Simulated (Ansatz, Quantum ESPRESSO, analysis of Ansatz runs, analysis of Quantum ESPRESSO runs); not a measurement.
# N on an O site in ZnO: charge-transition level, PBE (Quantum ESPRESSO)

Subject: N on an O site in ZnO. Wanted: its charge-transition level, in one set-up (PBE, PseudoDojo 0.4.1 SR PBE standard, 32-site cell, PBE lattice, k: the single point 1/4 1/4 1/4 then 2x2x2 shifted, started with the impurity moved along one bond, start relaxed with Ansatz). The model is a cell of 32 host atoms with 1 O taken out and 1 N put in. The level is the Fermi energy at which two charge states have equal formation energy, after a correction for the images of the charge. Other potentials or another program check that the number doesn't hang on one set of files.

What was measured. (0/-1) level above the valence-band top: 1.4 eV (“Acceptors in ZnO”, 2015, McCluskey et al.). The runs below try to reproduce this.

Program: Quantum ESPRESSO 7.5. Level of theory: Quantum ESPRESSO plane-wave DFT, PBE, PseudoDojo 0.4.1 SR PBE standard potentials; relaxation of all atoms of a defect supercell. Results are calculated unless marked as measured.

## Step 1: The structure

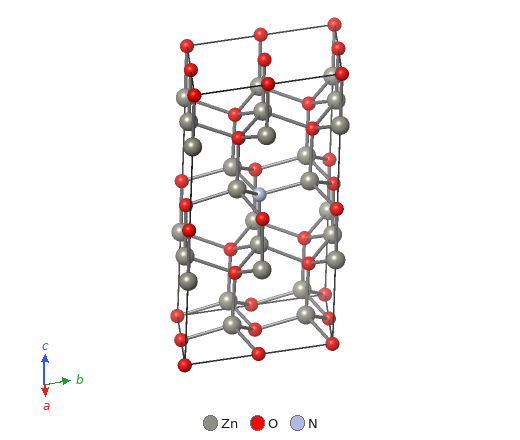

The cell as given, slightly off an axis (zinc grey, oxygen red, nitrogen light blue). Bonds to atoms that aren't drawn are left out. Some periodic images of atoms are drawn too.

The cell holds 32 atoms: 16 Zn, 15 O and 1 N. Its edges and angles: a = 6.564 Å, b = 6.564 Å, c = 10.556 Å, α = 90.0°, β = 90.0°, γ = 120.0°. It derives from ZnO (space group P6_3mc). Nearest the centre at fractional (0.667, 0.333, 0.440): N20 at 0.04 Å, Zn26 at 1.95 Å, Zn2 at 1.96 Å, Zn17 at 1.97 Å, Zn18 at 2.00 Å, O19 at 3.18 Å, O7 at 3.24 Å, O31 at 3.24 Å.

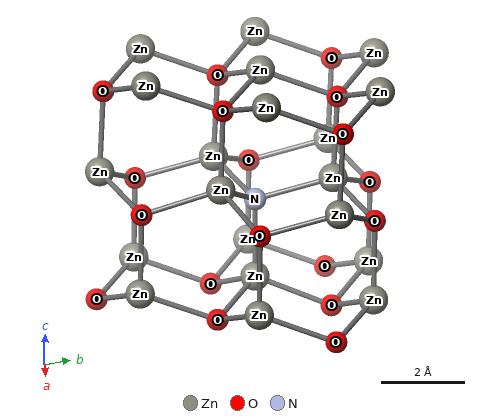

The atoms within 5 Å of the centre.

The host's primitive cell comes from a first run (Quantum ESPRESSO plane-wave DFT, PBE, PseudoDojo 0.4.1 SR PBE standard potentials; relaxation of cell and atoms of a defect-free cell): vectors of 3.282, 3.282 and 5.278 Å. That is 12.31 Å³ an atom, 3.4 % over the diffraction cell's volume. The supercell is built on it.

This program's steps are dear, so the start below was first relaxed with Ansatz (plane-wave PAW DFT, PBE; 59 s).

## Step 2: Relaxation, charge 0

Every later number rests on the structure around the defect, so the atoms are relaxed at the host's lattice first.

pw.in reads:

```
&CONTROL
  calculation = 'relax'
  prefix = 'pwscf'
  outdir = './tmp'
  pseudo_dir = './pseudo'
  tprnfor = .true.
  disk_io = 'low'
  nstep = 70
  forc_conv_thr = 0.00078
  etot_conv_thr = 0.0001
/
&SYSTEM
  ibrav = 0
  nat = 32
  ntyp = 3
  ecutwfc = 84
  nbnd = 212
  occupations = 'smearing'
  smearing = 'fd'
  degauss = 0.00073499
  nspin = 2
  starting_magnetization(1) = 0.025
  starting_magnetization(2) = 0.0833
  starting_magnetization(3) = 0.1
  tot_magnetization = 1
  nosym = .true.
/
&ELECTRONS
  conv_thr = 3d-08
  electron_maxstep = 100
  mixing_beta = 0.3
/
&IONS
  ion_dynamics = 'bfgs'
/
ATOMIC_SPECIES
Zn    65.3800 Zn.upf
O     15.9990 O.upf
N     14.0070 N.upf
CELL_PARAMETERS angstrom
   6.5639387350    0.0000000000    0.0000000000
  -3.2819693675    5.6845377474    0.0000000000
   0.0000000000    0.0000000000   10.5563303686
ATOMIC_POSITIONS crystal
Zn     0.1603491080    0.3352125124    0.2512732657
Zn     0.3390037304    0.1598983829    0.4960018161
O      0.3262049395    0.1684229247    0.1880478643
O      0.1658257885    0.3269605202    0.4417617925
Zn     0.1682672326    0.3337742363    0.7499372335
Zn     0.3327369855    0.1641136979    0.9985394759
O      0.3341837026    0.1659221700    0.6886824471
O      0.1648979703    0.3318306045    0.9410288960
Zn     0.1624004202    0.8357468406    0.2488113829
Zn     0.3364401920    0.6617350018    0.4984063511
O      0.3304436054    0.6683654370    0.1911159978
O      0.1687913764    0.8290627141    0.4392795260
Zn     0.1667974264    0.8329080793    0.7479494886
Zn     0.3335403038    0.6645547601    1.0004726933
O      0.3338984223    0.6650777344    0.6900610359
O      0.1667702889    0.8317776894    0.9389102807
Zn     0.6566715175    0.3416149146    0.2527558896
Zn     0.8307030938    0.1668803618    0.5041685103
O      0.8262203432    0.1733376696    0.1923595960
N      0.6688060562    0.3293685526    0.4403487299
Zn     0.6670130501    0.3329974421    0.7489146075
Zn     0.8320537060    0.1658577024    1.0002335762
O      0.8356544316    0.1638232149    0.6941139148
O      0.6656388423    0.3326879110    0.9396029907
Zn     0.6637129252    0.8386651639    0.2511616850
Zn     0.8377818265    0.6588077895    0.4962725657
O      0.8299865347    0.6722395640    0.1879676480
O      0.6710527527    0.8321603529    0.4416721894
Zn     0.6654571116    0.8309064149    0.7499020834
Zn     0.8340966778    0.6658537231    0.9982938196
O      0.8341970081    0.6656972924    0.6889745294
O      0.6658378037    0.8331938399    0.9410052892
K_POINTS crystal
1
0.25 0.25 0.25 1.0
```

Launch:

```bash
OMP_NUM_THREADS=1 mpirun -n 4 pw.x -in pw.in > pw.out
```

What it wrote:

```text
This program is part of the open-source Quantum ESPRESSO suite
     for quantum simulation of materials; please cite
         "P. Giannozzi et al., J. Phys.:Condens. Matter 21 395502 (2009);
         "P. Giannozzi et al., J. Phys.:Condens. Matter 29 465901 (2017);
         "P. Giannozzi et al., J. Chem. Phys. 152 154105 (2020);
          URL
     in publications or presentations arising from this work. More details at

     Subspace diagonalization in iterative solution of the eigenvalue problem:
     one sub-group per band group will be used
     scalapack distributed-memory algorithm (size of sub-group:  2*  2 procs)

     --------------------
     sticks:   dense  smooth     PW     G-vecs:    dense   smooth      PW
     Min         892     892    238                69078    69078    9402
     Max         894     894    239                69081    69081    9405
     Sum        3571    3571    955               276315   276315   37613

     Using Slab Decomposition

     bravais-lattice index     =            0
     lattice parameter (alat)  =      12.4040  a.u.
     unit-cell volume          =    2658.0873 (a.u.)^3
     number of atoms/cell      =           32
     number of atomic types    =            3
     number of electrons       =       415.00 (up: 208.00, down: 207.00)
     number of Kohn-Sham states=          212
     kinetic-energy cutoff     =      84.0000  Ry
     charge density cutoff     =     336.0000  Ry
     scf convergence threshold =      3.0E-08
     mixing beta               =       0.3000
     number of iterations used =            8  plain     mixing
     energy convergence thresh.=      1.0E-04
     force convergence thresh. =      7.8E-04
     Exchange-correlation= PBE
                           (   1   4   3   4   0   0   0)
     nstep                     =           70

     celldm(1)=  12.404047  celldm(2)=   0.000000  celldm(3)=   0.000000
     celldm(4)=   0.000000  celldm(5)=   0.000000  celldm(6)=   0.000000

     crystal axes: (cart. coord. in units of alat)
               a(1) = (   1.000000   0.000000   0.000000 )
               a(2) = (  -0.500000   0.866025   0.000000 )
               a(3) = (   0.000000   0.000000   1.608231 )

     reciprocal axes: (cart. coord. in units 2 pi/alat)
               b(1) = (  1.000000  0.577350 -0.000000 )
               b(2) = (  0.000000  1.154701  0.000000 )
               b(3) = (  0.000000 -0.000000  0.621801 )

     PseudoPot. # 1 for Zn read from file:
     Zn.upf
     Pseudo is Norm-conserving + core correction, Zval = 20.0
     Generated using ONCVPSP code by D. R. Hamann
     Using radial grid of 1326 points,  6 beta functions with:
                l(1) =   0
                l(2) =   0
                l(3) =   1
                l(4) =   1
                l(5) =   2
                l(6) =   2

     PseudoPot. # 2 for O  read from file:
     O.upf
     Pseudo is Norm-conserving + core correction, Zval =  6.0
     Generated using ONCVPSP code by D. R. Hamann
     Using radial grid of  936 points,  5 beta functions with:
                l(1) =   0
                l(2) =   0
                l(3) =   1
                l(4) =   1
                l(5) =   2

     PseudoPot. # 3 for N  read from file:
     N.upf
     Pseudo is Norm-conserving + core correction, Zval =  5.0
     Generated using ONCVPSP code by D. R. Hamann
     Using radial grid of 1058 points,  4 beta functions with:
                l(1) =   0
                l(2) =   0
                l(3) =   1
                l(4) =   1

     atomic species   valence    mass     pseudopotential
     Zn               20.00    65.38000     Zn( 1.00)
     O                 6.00    15.99900     O ( 1.00)
     N                 5.00    14.00700     N ( 1.00)

     Starting magnetic structure
     atomic species   magnetization
     Zn              0.025
     O               0.083
     N               0.100

     No symmetry found

   Cartesian axes

     site n.     atom                  positions (alat units)
         1        Zn     tau(   1) = (  -0.0072571   0.2903026   0.4041055  )
         2        Zn     tau(   2) = (   0.2590545   0.1384761   0.7976855  )
         3        O      tau(   3) = (   0.2419935   0.1458585   0.3024244  )
         4        O      tau(   4) = (   0.0023455   0.2831561   0.7104551  )
         5        Zn     tau(   5) = (   0.0013801   0.2890570   1.2060724  )
         6        Zn     tau(   6) = (   0.2506801   0.1421266   1.6058822  )
         7        O      tau(   7) = (   0.2512226   0.1436928   1.1075605  )
         8        O      tau(   8) = (  -0.0010173   0.2873737   1.5133919  )
         9        Zn     tau(   9) = (  -0.2554730   0.7237780   0.4001462  )
        10        Zn     tau(  10) = (   0.0055727   0.5730793   0.8015526  )
        11        O      tau(  11) = (  -0.0037391   0.5788215   0.3073587  )
        12        O      tau(  12) = (  -0.2457400   0.7179894   0.7064630  )
        13        Zn     tau(  13) = (  -0.2496566   0.7213196   1.2028756  )
        14        Zn     tau(  14) = (   0.0012629   0.5755213   1.6089913  )
        15        O      tau(  15) = (   0.0013596   0.5759742   1.1097776  )
        16        O      tau(  16) = (  -0.2491186   0.7203406   1.5099847  )
        17        Zn     tau(  17) = (   0.4858641   0.2958472   0.4064899  )
        18        Zn     tau(  18) = (   0.7472629   0.1445226   0.8108195  )
        19        O      tau(  19) = (   0.7395515   0.1501148   0.3093587  )
        20        N      tau(  20) = (   0.5041218   0.2852415   0.7081825  )
        21        Zn     tau(  21) = (   0.5005143   0.2883842   1.2044278  )
        22        Zn     tau(  22) = (   0.7491249   0.1436370   1.6086067  )
        23        O      tau(  23) = (   0.7537428   0.1418751   1.1162956  )
        24        O      tau(  24) = (   0.4992949   0.2881162   1.5110987  )
        25        Zn     tau(  25) = (   0.2443803   0.7263053   0.4039260  )
        26        Zn     tau(  26) = (   0.5083779   0.5705443   0.7981210  )
        27        O      tau(  27) = (   0.4938668   0.5821765   0.3022954  )
        28        O      tau(  28) = (   0.2549726   0.7206720   0.7103109  )
        29        Zn     tau(  29) = (   0.2500039   0.7195861   1.2060158  )
        30        Zn     tau(  30) = (   0.5011698   0.5766462   1.6054872  )
        31        O      tau(  31) = (   0.5013484   0.5765108   1.1080303  )
        32        O      tau(  32) = (   0.2492409   0.7215670   1.5133540  )

     number of k points=     1  Fermi-Dirac smearing, width (Ry)=  0.0007
[...]
Gradient error          =      1.2E-03 Ry/Bohr

     number of scf cycles    =   3
     number of bfgs steps    =   2

     energy             old  =   -7206.9779916641 Ry
     energy             new  =   -7206.9780112684 Ry

     CASE: energy            _new < energy            _old

     new trust radius        =       0.0043219857 bohr
     new conv_thr            =       0.0000000003 Ry

ATOMIC_POSITIONS (crystal)
[...]
NEW-OLD atomic charge density approx. for the potential
     Generating pointlists ...

     Self-consistent Calculation

[...]
Threshold (ethr) on eigenvalues was too large:
     Diagonalizing with lowered threshold

[...]
total energy              =   -7206.97802634 Ry
[...]
iteration #  3     ecut=    84.00 Ry     beta= 0.30
     Davidson diagonalization with overlap
     ethr =  2.94E-10,  avg # of iterations =  2.5

     total energy              =   -7206.97802647 Ry
     estimated scf accuracy    <       0.00000039 Ry

     total magnetization       =     1.00 Bohr mag/cell
     absolute magnetization    =     1.11 Bohr mag/cell

     iteration #  4     ecut=    84.00 Ry     beta= 0.30
     Davidson diagonalization with overlap
     ethr =  9.28E-11,  avg # of iterations =  2.0

     total energy              =   -7206.97802654 Ry
     estimated scf accuracy    <       0.00000010 Ry

     total magnetization       =     1.00 Bohr mag/cell
     absolute magnetization    =     1.11 Bohr mag/cell

     iteration #  5     ecut=    84.00 Ry     beta= 0.30
     Davidson diagonalization with overlap
     ethr =  2.37E-11,  avg # of iterations =  3.0

     total energy              =   -7206.97802656 Ry
     estimated scf accuracy    <       0.00000002 Ry

     total magnetization       =     1.00 Bohr mag/cell
     absolute magnetization    =     1.11 Bohr mag/cell

     iteration #  6     ecut=    84.00 Ry     beta= 0.30
     Davidson diagonalization with overlap
     ethr =  4.88E-12,  avg # of iterations =  3.5

     total energy              =   -7206.97802657 Ry
     estimated scf accuracy    <          8.8E-09 Ry

     total magnetization       =     1.00 Bohr mag/cell
     absolute magnetization    =     1.11 Bohr mag/cell

     iteration #  7     ecut=    84.00 Ry     beta= 0.30
     Davidson diagonalization with overlap
     ethr =  2.12E-12,  avg # of iterations =  3.5

     total energy              =   -7206.97802658 Ry
     estimated scf accuracy    <          3.3E-09 Ry

     total magnetization       =     1.00 Bohr mag/cell
     absolute magnetization    =     1.11 Bohr mag/cell

     iteration #  8     ecut=    84.00 Ry     beta= 0.30
     Davidson diagonalization with overlap
     ethr =  7.94E-13,  avg # of iterations =  4.0

     total energy              =   -7206.97802658 Ry
     estimated scf accuracy    <          1.4E-09 Ry

     total magnetization       =     1.00 Bohr mag/cell
     absolute magnetization    =     1.11 Bohr mag/cell

     iteration #  9     ecut=    84.00 Ry     beta= 0.30
     Davidson diagonalization with overlap
     ethr =  3.43E-13,  avg # of iterations =  4.0

     total energy              =   -7206.97802658 Ry
     estimated scf accuracy    <          4.9E-10 Ry

     total magnetization       =     1.00 Bohr mag/cell
     absolute magnetization    =     1.11 Bohr mag/cell

     iteration # 10     ecut=    84.00 Ry     beta= 0.30
     Davidson diagonalization with overlap
     ethr =  1.17E-13,  avg # of iterations =  4.0

     Magnetic moment per site  (integrated on atomic sphere of radius R)
[...]
atom  25 (R=0.123)  charge= 17.3900  magn=  0.0020
     atom  26 (R=0.123)  charge= 17.3842  magn=  0.0371
     atom  27 (R=0.124)  charge=  5.4096  magn=  0.0074
     atom  28 (R=0.124)  charge=  5.3991  magn=  0.0403
     atom  29 (R=0.123)  charge= 17.3927  magn=  0.0018
     atom  30 (R=0.123)  charge= 17.3929  magn=  0.0015
     atom  31 (R=0.124)  charge=  5.4022  magn=  0.0325
     atom  32 (R=0.124)  charge=  5.4105  magn=  0.0019

     End of self-consistent calculation

 ------ SPIN UP ------------

          k = 0.2500 0.4330 0.1555 ( 34605 PWs)   bands (ev):

  -114.5746-114.4711-114.4491-114.4349-114.3773-114.3433-114.3288-114.3282
  -114.3243-114.3222-114.3012-114.3010-114.2922-114.2917-114.2893-114.2863
[...]
12.1885  13.0794  13.4990  13.5747

 ------ SPIN DOWN ----------

          k = 0.2500 0.4330 0.1555 ( 34605 PWs)   bands (ev):

  -114.5358-114.4340-114.4136-114.3999-114.3727-114.3394-114.3265-114.3260
  -114.3232-114.3190-114.3006-114.2995-114.2907-114.2903-114.2883-114.2860
[...]
4.7135   4.7412   4.7582   4.7679   4.7767   4.7944   4.8053   4.8217
     4.8296   4.8512   4.8720   4.8995   4.9540   4.9741   4.9905   5.0338
     5.3846   5.4145   5.4934   5.5099   5.5484   5.5572   5.7002   5.7925
     6.0007   6.0075   6.2960   6.3055   6.3317   6.3597   6.3889   6.4377
     6.8052   6.8452   7.0006   7.0415   7.1418   7.1829   7.2000   7.2432
     7.3032   7.3304   7.4067   7.4833   7.5413   7.5775   7.6796   7.7188
     7.8107   7.9224   7.9770   8.0005   8.0599   8.1030   8.2051   8.2601
     8.2985   8.3348   8.3697   8.5216   8.5726   8.7291   9.0650   9.3621
    12.2169  13.1188  13.5341  13.5997

     the spin up/dw Fermi energies are     9.6880    9.2135 ev

!    total energy              =   -7206.97802658 Ry
     estimated scf accuracy    <          2.4E-10 Ry
     smearing contrib. (-TS)   =      -0.00000001 Ry
     internal energy E=F+TS    =   -7206.97802657 Ry

     The total energy is F=E-TS. E is the sum of the following terms:
     one-electron contribution =   -4988.43888494 Ry
     hartree contribution      =    2637.38757524 Ry
     xc contribution           =    -851.39872638 Ry
     ewald contribution        =   -4004.52799049 Ry

     total magnetization       =     1.00 Bohr mag/cell
     absolute magnetization    =     1.11 Bohr mag/cell

     convergence has been achieved in  10 iterations

     Forces acting on atoms (cartesian axes, Ry/au):

[...]
atom   25 type  1   force =     0.00015696   -0.00019496   -0.00009501
     atom   26 type  1   force =    -0.00027442    0.00005440   -0.00009450
     atom   27 type  2   force =     0.00026684   -0.00001123   -0.00005813
     atom   28 type  2   force =    -0.00024825   -0.00005880   -0.00012041
     atom   29 type  1   force =     0.00002714   -0.00004055    0.00001845
     atom   30 type  1   force =    -0.00013139    0.00007038    0.00000970
     atom   31 type  2   force =     0.00003009    0.00007466    0.00017731
     atom   32 type  2   force =    -0.00010360    0.00000569    0.00003573

     Total force =     0.001365     Total SCF correction =     0.000063
     Energy error            =      1.5E-05 Ry
     Gradient error          =      4.0E-04 Ry/Bohr

     bfgs converged in   4 scf cycles and   3 bfgs steps
     (criteria: energy <  1.0E-04 Ry, force <  7.8E-04 Ry/Bohr)

     End of BFGS Geometry Optimization

     Final energy             =   -7206.9780265805 Ry

     File ./tmp/pwscf.bfgs deleted, as requested
Begin final coordinates

ATOMIC_POSITIONS (crystal)
[...]
Zn               0.6637313154        0.8384278835        0.2510742128
Zn               0.8380391999        0.6596546761        0.4963718294
O                0.8300386228        0.6722048740        0.1880274194
O                0.6709469842        0.8320926381        0.4416552407
Zn               0.6655423333        0.8309143696        0.7498906528
Zn               0.8340020612        0.6658893315        0.9982939188
O                0.8341542656        0.6656789639        0.6889743863
O                0.6658219168        0.8331740685        0.9410153536
End final coordinates

=------------------------------------------------------------------------------=
   JOB DONE.
=------------------------------------------------------------------------------=
```

Elapsed: 8.9 min, on 4 MPI ranks of Arm Neoverse V2, shared host; peak memory 1.6 GiB; 36 min of CPU time.

The steps of the relaxation:

| step | energy less that of the first step (eV) |
| --- | --- |
| 0 | 0.0000 |
| 1 | -0.0003 |
| 2 | -0.0006 |
| 3 | -0.0008 |

Final coordinates:

```xyz
32
Lattice="6.5639 0.0000 0.0000 -3.2820 5.6845 0.0000 0.0000 0.0000 10.5563" Properties=species:S:1:pos:R:3 pbc="T T T"
Zn   -0.0460    1.9053    2.6515
Zn    1.6956    0.9076    5.2372
O     1.5886    0.9571    1.9857
O     0.0154    1.8592    4.6631
Zn    0.0092    1.8969    7.9166
Zn    1.6448    0.9337   10.5409
O     1.6491    0.9435    7.2702
O    -0.0066    1.8863    9.9340
Zn   -1.6760    4.7505    2.6264
Zn    0.0347    3.7628    5.2614
O    -0.0244    3.7994    2.0178
O    -1.6124    4.7127    4.6368
Zn   -1.6382    4.7342    7.8960
Zn    0.0073    3.7783   10.5611
O     0.0089    3.7807    7.2846
O    -1.6353    4.7283    9.9118
Zn    3.1906    1.9411    2.6635
Zn    4.9082    0.9469    5.3232
O     4.8547    0.9850    2.0311
N     3.3095    1.8720    4.6500
Zn    3.2859    1.8924    7.9055
Zn    4.9168    0.9433   10.5579
O     4.9469    0.9315    7.3277
O     3.2774    1.8912    9.9191
Zn    1.6050    4.7661    2.6504
Zn    3.3359    3.7498    5.2399
O     3.2422    3.8212    1.9849
O     1.6732    4.7301    4.6623
Zn    1.6415    4.7234    7.9161
Zn    3.2889    3.7853   10.5383
O     3.2906    3.7841    7.2730
O     1.6360    4.7362    9.9337
```

Neighbours of N20 at the end:

| atom | distance (Å) |
| --- | --- |
| Zn18 | 1.966 |
| Zn26 | 1.969 |
| Zn2 | 1.970 |
| Zn17 | 1.991 |
| O19 | 3.167 |
| O7 | 3.238 |
| O31 | 3.246 |
| Zn21 | 3.256 |
| O4 | 3.270 |
| O28 | 3.271 |
| O23 | 3.277 |
| O12 | 3.281 |
| O3 | 3.301 |
| O27 | 3.303 |

This step gave:

```yaml
total_moment: 1.000 μB
integral_of_the_absolute_spin_density: 1.110 μB
```

First to last step the energy falls by 0.001 eV; the largest move, 0.005 Å, is that of Zn2.

(Part 1 of 4 ends here.)

[Logs are printed without paths, hosts, clocks, repeated set-up lines and the standing remarks that a program may print on its own settings, such as how far it seeks lower states.]

[Hosts, paths, dates, database ids (printed as entryN), source tags and the programs' standing remarks are cut or masked in the printed files.]

[For some hosts the program warned that the k-mesh of the response run may be too coarse for force constants and the static dielectric constant; such warnings are not shown here.]
